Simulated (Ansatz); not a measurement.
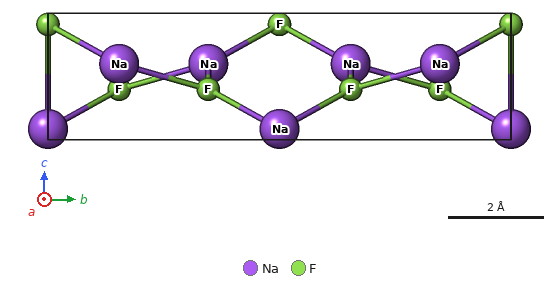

Lattice vibrations of crystalline NaF (a generated structure), at the zone centre. The picture is a ball-and-stick view of the conventional cell (2 times the calculation's cell), seen along the a axis. Lengths and directions refer to the drawn axes.

All numbers below come from DFT PBE, scalar-relativistic, plane waves, PAW (Ansatz).

Input
```yaml
crystal:
  lattice:
    - [3.2015596658, -4.9154694372, -0.0031758204]
    - [3.2015596658, 4.9154694372, -0.0031758204]
    - [-1.4516592512, 0.0, 2.6855963111]
  atoms:
    - { symbol: Na, position: [0.3034934607, 0.9959686433, 0.3996525752] }
    - { symbol: Na, position: [0.6639692164, 0.6639692164, 0.9140552856] }
    - { symbol: Na, position: [0.9959686433, 0.3034934607, 0.3996525752] }
    - { symbol: F, position: [0.6958263734, 0.0036722765, 0.5998748942] }
    - { symbol: F, position: [0.3368310297, 0.3368310297, 0.0867837757] }
    - { symbol: F, position: [0.0036722765, 0.6958263734, 0.5998748942] }
basis:
  ecutwfc: 420
kpoints:
  mp_grid: { grid: [6, 6, 8] }
hamiltonian:
  xc: pbe
scf:
  occupations: { method: fixed }
output:
  eigenvalues: true
phonons:
  method: dfpt
  dielectric: true
  rigid_motions: translations
  eigenvectors: true
  qmesh: [2, 2, 4]
  temperatures: { t_max: 1000, t_step: 100 }
  qpath:
    path:
      - [[0.0, 0.0, 0.0], [0.0, 0.0, -0.5], [-0.25061648, 0.25061648, -0.5]]
      - [[0.25061648, 0.74938352, -0.5], [0.5, 0.5, -0.5], [0.0, 0.0, 0.0], [-0.5, 0.5, 0.0]]
      - [[0.0, 0.5, -0.5], [0.0, 0.0, 0.0], [0.0, 0.5, 0.0]]
    npoints: 8
```

Command:
```bash
ansatz run input.yaml --threads 4 --pin off --max-ram 8192MiB --backend cpu --events-out ev --progress --plain --runs-dir out
```

Frequencies are those without the non-analytic (LO–TO) term.

Q: Which optical modes does it have, at what frequencies, and is it stable there?

A: The calculation's cell holds 6 atoms, so there are 15 optical modes, in 15 levels. The optical modes span 7A″ + 8A′. No level is unstable.

| level | symmetry | frequency (cm⁻¹) | activity |
| --- | --- | --- | --- |
| 1 | A″ | 63 | infrared- and Raman-active |
| 2 | A′ | 132 | infrared- and Raman-active |
| 3 | A′ | 146 | infrared- and Raman-active |
| 4 | A″ | 186 | infrared- and Raman-active |
| 5 | A″ | 193 | infrared- and Raman-active |
| 6 | A″ | 203 | infrared- and Raman-active |
| 7 | A′ | 211 | infrared- and Raman-active |
| 8 | A″ | 214 | infrared- and Raman-active |
| 9 | A′ | 214 | infrared- and Raman-active |
| 10 | A′ | 232 | infrared- and Raman-active |
| 11 | A′ | 246 | infrared- and Raman-active |
| 12 | A′ | 257 | infrared- and Raman-active |
| 13 | A″ | 260 | infrared- and Raman-active |
| 14 | A″ | 282 | infrared- and Raman-active |
| 15 | A′ | 312 | infrared- and Raman-active |

The modes drawn as arrows, 6 of the levels:

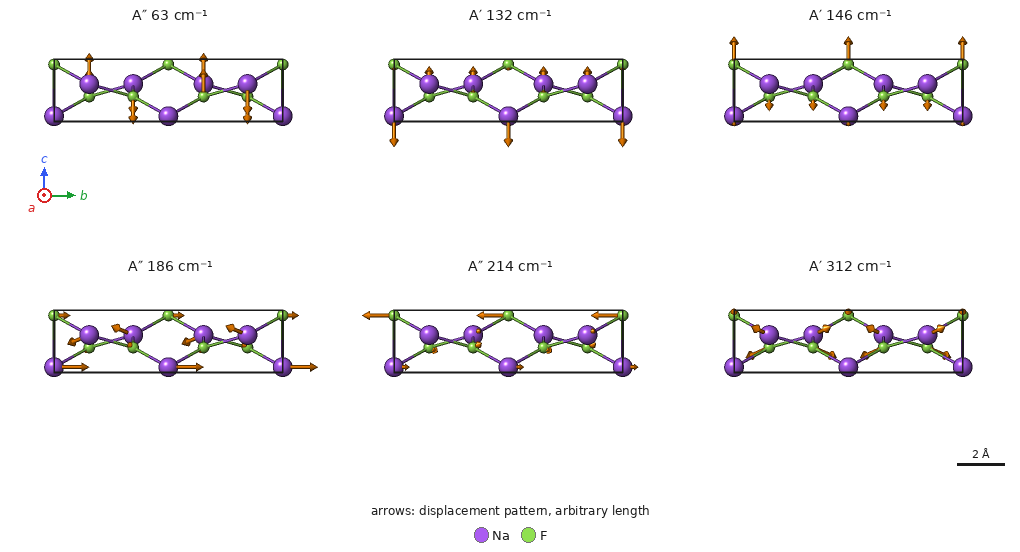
